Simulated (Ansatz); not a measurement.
**Two runs on TaN**

System: TaN (Fm-3m, 2 atoms in the cell).
Method of run 1: DFT r2SCAN, scalar-relativistic, plane waves, PAW, no spin polarisation (Ansatz 0.2.0).

The structure derives from a Materials Project entry. Text and figures count atoms from 1; the logs count them from 0 in places.

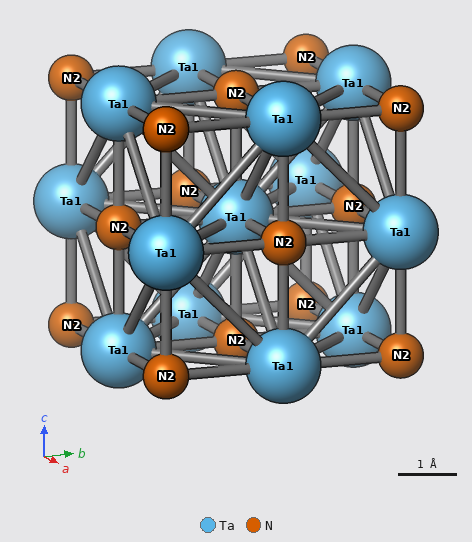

The input geometry (ball-and-stick view of the cell 4 times as large as that of the calculation, set on its symmetry axes, seen slightly off an axis; atoms are numbered from 1 in the order of the input). Near neighbours in the crystal (not all of them lie inside the picture): Ta has 6 N at 2.19 Å and 12 Ta at 3.09 Å; N has 6 Ta at 2.19 Å.

### Input, run 1
```yaml
crystal:
  lattice:
    - [0.0, 2.1879310204, 2.1879310204]
    - [2.1879310204, 0.0, 2.1879310204]
    - [2.1879310204, 2.1879310204, 0.0]
  atoms:
    - { symbol: Ta, position: [0.5, 0.5, 0.5] }
    - { symbol: "N", position: [0.0, 0.0, 0.0] }
basis:
  ecutwfc: 500
kpoints:
  mp_grid: { grid: [16, 16, 16] }
  band_path:
    path:
      - [0.0, 0.0, 0.0]
      - [0.5, 0.0, 0.5]
      - [0.625, 0.25, 0.625]
      - [0.375, 0.375, 0.75]
      - [0.5, 0.5, 0.5]
      - [0.5, 0.25, 0.75]
      - [0.0, 0.0, -0.5]
    npoints: 1
hamiltonian:
  xc: r2scan
scf:
  occupations: { method: gaussian, width: 0.1 }
  n_extra_bands: 4
output:
  forces: true
  stress: true
  eigenvalues: true
```

Command:
```bash
ansatz run input.yaml --threads 1 --pin off --max-ram 2560MiB --backend cpu --events-out ev --progress --plain --runs-dir out
```

Hardware: 1 thread of AMD EPYC (Zen 3), 189 GiB of memory available, shared host.

### Output, shortened to warnings, some set-up lines, iterations and results (run 1)
```
Basis set: ecut = 500 eV, 531 PW (Γ), exchange–correlation on 96×96×96 points (64 copies of the dense FFT grid, shifted against one another)
Symmetry: 48 space group operations
k-points: 145 of 4096
Initial density: superposition of atomic densities (neutral atoms: chi_scale 0, normalization atom), corrected by the library's trained network
[...]
SCF iter   1: F=—  HF=-10330.974412 eV  |F-HF|=—  |Δ(HF+E_count)|=         —  Δρ=7.28e-3  dr2=3.41e-3  dr2_τ=1.39e-1  ethr=1.77e-3  ⟨swp⟩=5.8  Hψ=10374  notcnv=0
SCF iter   2: F=—  HF=-10331.048542 eV  |F-HF|=—  |Δ(HF+E_count)|=   7.41e-2  Δρ=6.26e-3  dr2=5.28e-3  dr2_τ=3.21e-4  ethr=1.89e-5  ⟨swp⟩=2.0  Hψ=4792  notcnv=0  defer=14
SCF iter   3: F=—  HF=-10331.048842 eV  |F-HF|=—  |Δ(HF+E_count)|=   2.99e-4  Δρ=3.74e-3  dr2=9.50e-4  dr2_τ=2.25e-4  ethr=1.89e-5  ⟨swp⟩=2.0  Hψ=2565  notcnv=0  defer=14
SCF iter   4: F=—  HF=-10331.049595 eV  |F-HF|=—  |Δ(HF+E_count)|=   7.53e-4  Δρ=2.46e-3  dr2=1.37e-3  dr2_τ=9.05e-5  ethr=5.28e-6  ⟨swp⟩=2.2  Hψ=3102  notcnv=0  defer=14
SCF iter   5: F=—  HF=-10331.049322 eV  |F-HF|=—  |Δ(HF+E_count)|=   2.73e-4  Δρ=4.72e-4  dr2=4.98e-5  dr2_τ=1.30e-6  ethr=5.28e-6  ⟨swp⟩=2.0  Hψ=2451  notcnv=0  defer=14
SCF iter   6: F=—  HF=-10331.049313 eV  |F-HF|=—  |Δ(HF+E_count)|=   9.11e-6  Δρ=4.98e-5  dr2=4.40e-7  dr2_τ=2.09e-8  ethr=2.77e-7  ⟨swp⟩=2.1  Hψ=2467  notcnv=0  defer=14
SCF iter   7: F=-10331.049313 eV  HF=-10331.049313 eV  |F-HF|=5.68e-10  |Δ(HF+E_count)|=   1.77e-8  Δρ=5.45e-6  dr2=3.46e-9  dr2_τ=8.26e-10  ethr=5.56e-10  ⟨swp⟩=6.4  Hψ=9255 …
SCF 1 converged in 7 iterations: F = -10331.049313 eV  dr2 = 3.46e-9
NSCF: frozen V_eff on 7 k-points
SCF converged after 7 iterations
Free energy (F): -10331.049313 eV
Harris-Foulkes:  -10331.049313 eV  (|F-HF|=5.68e-10)
Internal energy: -10331.043899 eV  (E = F + TS)
E sigma→0 (E₀):  -10331.046606 eV
Entropy (-TS):   -0.005414 eV (-2.707 meV/atom)
Fermi energy:    22.119597 eV
--- Per-component energies (eV) ---
  E_band       = -54.223226
  E_kinetic    = 504.233821
  E_local      = -574.172894  (includes V_loc(G=0)·N_el)
  E_nonlocal   = 59.930261
  E_hartree    = 194.959823
  E_xc         = -266.164228
  E_vxc        = -309.223239  (∫ρ·V_xc dr)
  E_paw        = -8552.478051  (= ΣΔE_a)
  E_vpaw       = -140.890399  (= ΣTr[D̂ρ^β])
  E_aug_tail   = 0.000080  (compensation charges beyond the density's cutoff)
  E_vtau       = 15.979512  (kinetic-family band-sum trace: ∫τ·v_τ [+ j·A + Jᵃ·Aᵃ] dr)
  E_ewald      = -1696.566866
  E_core_change = -0.785845  (= ΣΔE_core)
  E_smearing   = -0.005414  (= −TS)
  E_closure    = 0.000000  (closes the sum)
  Σ components = -10331.049313   (vs F -10331.049313, Δ=0.00e0)
--- Forces (eV/Å), atoms counted from 1 ---
  atom   1  Ta     0.00000000    -0.00000000    -0.00000000
  atom   2  N     -0.00000000     0.00000000     0.00000000
  max |Σ_I F_I| component: 4.21e-29 eV/Å
--- Stress (GPa, compression-positive) ---
        5.122902      -0.000000       0.000000
        0.000000       5.122902      -0.000000
       -0.000000       0.000000       5.122902
  P = ⅓ Tr σ = 5.1229 GPa (51.229 kbar)
```

The input of run 2 differs as follows (lines with − go, lines with + come):
```diff
-  ecutwfc: 500
+  ecutwfc: 420
-  xc: r2scan
+  xc: pbesol
```

How does run 2 compare with run 1?

The total energies belong to different methods, so their difference says nothing on which is more stable or more accurate. The pressure goes from 5.12 to −0.01 GPa. The functional changes from r2SCAN to PBEsol. The SCF takes 6 iterations against 7. The plane waves at Γ go from 531 to 411. On the same kind of shared host run 2 took about 0.53 times as long.

### Output, shortened to warnings, some set-up lines, iterations and results (run 2)
```
Basis set: ecut = 420 eV, 411 PW (Γ), exchange–correlation on 48×48×48 points (8 copies of the dense FFT grid, shifted against one another)
Symmetry: 48 space group operations
k-points: 145 of 4096
Initial density: superposition of atomic densities (neutral atoms: chi_scale 0, normalization atom), corrected by the library's trained network
[...]
SCF iter   1: F=—  HF=-10187.069082 eV  |F-HF|=—  |Δ(HF+E_count)|=         —  Δρ=1.44e-2  dr2=4.45e-2  ethr=1.77e-3  ⟨swp⟩=5.4  Hψ=9644  notcnv=0
SCF iter   2: F=—  HF=-10187.062426 eV  |F-HF|=—  |Δ(HF+E_count)|=   6.66e-3  Δρ=8.33e-3  dr2=1.66e-2  ethr=2.47e-4  ⟨swp⟩=1.0  Hψ=3045  notcnv=0
SCF iter   3: F=—  HF=-10187.058482 eV  |F-HF|=—  |Δ(HF+E_count)|=   3.94e-3  Δρ=7.86e-4  dr2=6.49e-5  ethr=9.21e-5  ⟨swp⟩=2.1  Hψ=2403  notcnv=0
SCF iter   4: F=—  HF=-10187.058449 eV  |F-HF|=—  |Δ(HF+E_count)|=   3.33e-5  Δρ=1.17e-4  dr2=3.09e-6  ethr=3.61e-7  ⟨swp⟩=2.0  Hψ=3165  notcnv=0
SCF iter   5: F=-10187.058448 eV  HF=-10187.058448 eV  |F-HF|=9.61e-9  |Δ(HF+E_count)|=   8.67e-7  Δρ=1.42e-5  dr2=1.92e-8  ethr=1.72e-8  ⟨swp⟩=2.9  Hψ=3062  notcnv=0
SCF iter   6: F=-10187.058448 eV  HF=-10187.058448 eV  |F-HF|=1.00e-10  |Δ(HF+E_count)|=   3.16e-9  Δρ=1.45e-6  dr2=1.06e-10  ethr=1.07e-10  ⟨swp⟩=2.5  Hψ=6655  notcnv=0
SCF 1 converged in 6 iterations: F = -10187.058448 eV  dr2 = 1.06e-10
NSCF: frozen V_eff on 7 k-points
SCF converged after 6 iterations
Free energy (F): -10187.058448 eV
Harris-Foulkes:  -10187.058448 eV  (|F-HF|=1.00e-10)
Internal energy: -10187.052826 eV  (E = F + TS)
E sigma→0 (E₀):  -10187.055637 eV
Entropy (-TS):   -0.005622 eV (-2.811 meV/atom)
Fermi energy:    21.874059 eV
--- Per-component energies (eV) ---
  E_band       = -40.911858
  E_kinetic    = 501.621064
  E_local      = -574.625468  (includes V_loc(G=0)·N_el)
  E_nonlocal   = 62.962264
  E_hartree    = 193.338560
  E_xc         = -278.424337
  E_vxc        = -282.378933  (∫ρ·V_xc dr)
  E_paw        = -8395.600027  (= ΣΔE_a)
  E_vpaw       = -135.168112  (= ΣTr[D̂ρ^β])
  E_aug_tail   = 0.000239  (compensation charges beyond the density's cutoff)
  E_ewald      = -1696.566866
  E_core_change = 0.241745  (= ΣΔE_core)
  E_smearing   = -0.005622  (= −TS)
  E_closure    = 0.000000  (closes the sum)
  Σ components = -10187.058448   (vs F -10187.058448, Δ=0.00e0)
--- Forces (eV/Å), atoms counted from 1 ---
  atom   1  Ta     0.00000000    -0.00000000    -0.00000000
  atom   2  N     -0.00000000     0.00000000     0.00000000
  max |Σ_I F_I| component: 2.54e-29 eV/Å
--- Stress (GPa, compression-positive) ---
       -0.008659      -0.000000      -0.000000
        0.000000      -0.008659       0.000000
       -0.000000      -0.000000      -0.008659
  P = ⅓ Tr σ = -0.0087 GPa (-0.087 kbar)
```

### The two runs side by side

| quantity | run 1 | run 2 |
| --- | --- | --- |
| outcome | converged | converged |
| free energy per atom (eV) | −5165.5247 | −5093.5292 |
| energy per atom, smearing taken to zero (eV) | −5165.5233 | −5093.5278 |
| gap on the mesh (eV) | 0.00 | 0.00 |
| pressure (GPa) | 5.12 | −0.01 |
| largest force (eV/Å) | 0.000 | 0.000 |
| SCF iterations | 7 | 6 |
| irreducible k-points | 145 | 145 |
| plane waves at Γ | 531 | 411 |
| wall time (shared host) | 15 s | 8.1 s |

For both runs: Spin–orbit coupling is left out, which matters for Ta. For run 1: The cell is under a pressure of 5.1 GPa at this level, so it is not at its equilibrium volume.
